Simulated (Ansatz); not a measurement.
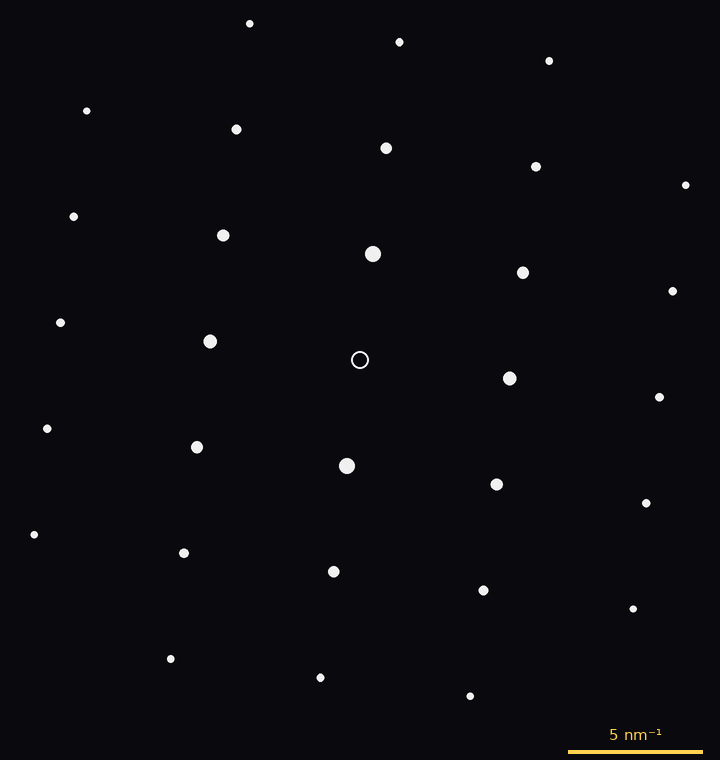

The pattern is a kinematic simulation for 80 kV electrons (no multiple scattering; isotropic B = 0.5 Å²).

It belongs to Rh, space group Pm-3m (No. 221), a = 2.50 Å. Structure: the end point of a relaxation with DFT PBEsol, scalar-relativistic, plane waves, PAW in Ansatz 0.2.0; the starting structure was generated, so it need not be a known form of this composition.

> Measure the pattern against the scale bar and name the zone.

The spots form a rectangular net whose two shortest vectors correspond to d = 2.50 Å and 1.77 Å, 90.0° apart. They index as 0 0 1 and 1 -1 0, so the zone axis is [110] (or an equivalent direction of <110>).

> List the strongest reflections.

Strongest reflections with d > 0.80 Å, one of each family (|F|² from tabulated Gaussian fits of the electron scattering factors, times a small damping for the curvature of the Ewald sphere):

```
   hkl  d (Å)  I (strongest = 100)
 0 0 1  2.499                  100
1 -1 0  1.767                   55
1 -1 1  1.443                   35
 0 0 2  1.249                   24
1 -1 2  1.020                   13
2 -2 0  0.884                    8
```
